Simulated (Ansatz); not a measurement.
MnSi

The calculation's input:

```
crystal:
  lattice:
    - [4.4706854331, 0.0, 0.0]
    - [0.0, 4.4706854331, 0.0]
    - [0.0, 0.0, 4.4706854331]
  atoms:
    - { symbol: Mn, position: [0.1371017508, 0.1371017508, 0.1371017508], spin: 1.05 }
    - { symbol: Mn, position: [0.3628982492, 0.8628982492, 0.6371017508], spin: 1.05 }
    - { symbol: Mn, position: [0.6371017508, 0.3628982492, 0.8628982492], spin: 1.05 }
    - { symbol: Mn, position: [0.8628982492, 0.6371017508, 0.3628982492], spin: 1.05 }
    - { symbol: Si, position: [0.8454960211, 0.8454960211, 0.8454960211] }
    - { symbol: Si, position: [0.6545039789, 0.1545039789, 0.3454960211] }
    - { symbol: Si, position: [0.3454960211, 0.6545039789, 0.1545039789] }
    - { symbol: Si, position: [0.1545039789, 0.3454960211, 0.6545039789] }
basis:
  ecutwfc: 420
kpoints:
  mp_grid: { grid: [8, 8, 8] }
hamiltonian:
  xc: pbesol
scf:
  occupations: { method: gaussian, width: 0.1 }
output:
  forces: true
  stress: true
  eigenvalues: true
  populations: true
  write_density: true
  write_potential: true
  elf: true
  volumetric_format: npy
magnetization:
  spin_polarized: true
relax:
  adjacent_minimum: "off"
  f_tol: 0.005
  max_steps: 80
  cell: { stress_tol: 0.05 }
```

Run with:

```sh
ansatz run input.yaml --threads 2 --pin off --max-ram 5120MiB --backend cpu --events-out ev --progress --plain --runs-dir out
```

Below, planes, directions and counts refer to the conventional cell (a = 4.47 Å, b = 4.47 Å, c = 4.47 Å, α = 90.00°, β = 90.00°, γ = 90.00°).

Space group P2₁3; spin-polarised.

These are results of DFT PBEsol, scalar-relativistic, plane waves, PAW in Ansatz, not measurements.

In a PAW calculation such maps are meaningful between the atoms, not at the nuclei.

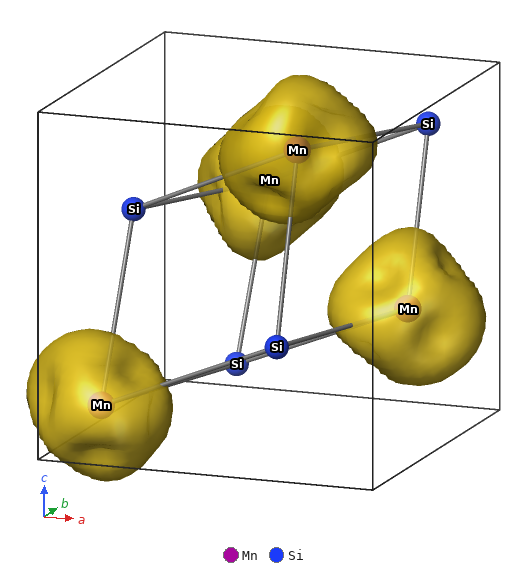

Figure 1. Isosurfaces of the spin density at +0.06 (yellow) and −0.06 e/Å³ (cyan), seen slightly off an axis. Sticks mark near contacts.

### Which atoms carry the moments, and with what signs?

The spin density sits on Mn: +0.9 μB (×4) in one cell of 8 atoms: parallel moments (a ferromagnetic arrangement) in this solution. The cell of the calculation (8 atoms) carries 3.7 μB of net spin moment. Only one sign reaches the isovalue.

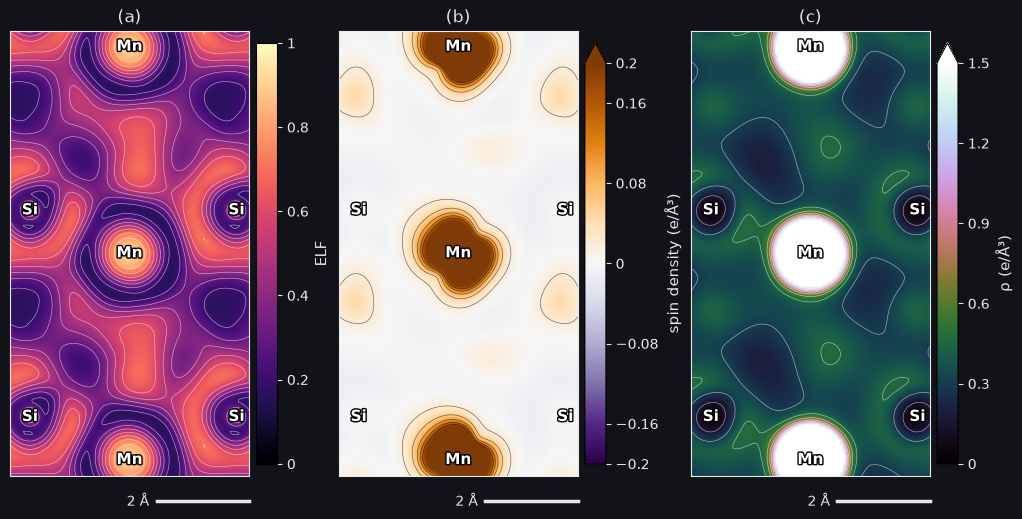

Figure 2. (a) ELF; (b) spin density (up minus down); (c) valence charge density (pseudo) on the (010) plane of the conventional cell.

### What do the fields say about this system?

The section cuts through Mn and Si sites. Atoms just off the plane (Si, 0.9 Å away) can leave unmarked features too. Mn–Si (2.35 Å): ρ at the midpoint is about 0.46 e/Å³; the ELF peaks at about 0.70 in the valence shell of Si, 0.9 Å from its nucleus, and is about 0.45 at the midpoint. Mn–Si (2.50 Å): ρ is about 0.38 e/Å³ halfway; the ELF peaks at about 0.70 in the valence shell of Si, 0.9 Å from its nucleus, and is about 0.45 at the midpoint. Between the atoms the lowest density in this plane is 0.19 e/Å³. The features right at Mn lie inside the PAW spheres, where the map follows smoothed inner orbitals and isn't to be read closely.

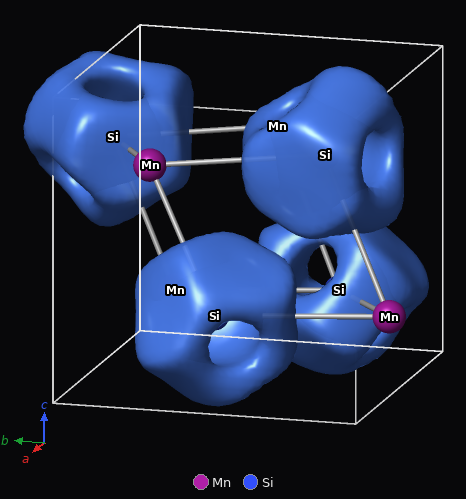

Figure 3. Isosurface of the electron localisation function at 0.55 (blue), seen at an oblique angle. Core shells and regions of very low density are left out. Sticks mark near contacts.

### What do the ELF domains correspond to?

At this value the surface marks out four regions wrapped around Si (the valence shell of each), counted in one cell of 8 atoms. Regions shared between cells count once.


Mn–Si (2.26 Å): the ELF peaks at about 0.65 in the valence shell of Si, 0.8 Å from its nucleus, and is about 0.45 at the midpoint.

### Does the calculation make it a metal, or give it a gap?

It is gapless in this calculation (a metal or semimetal).
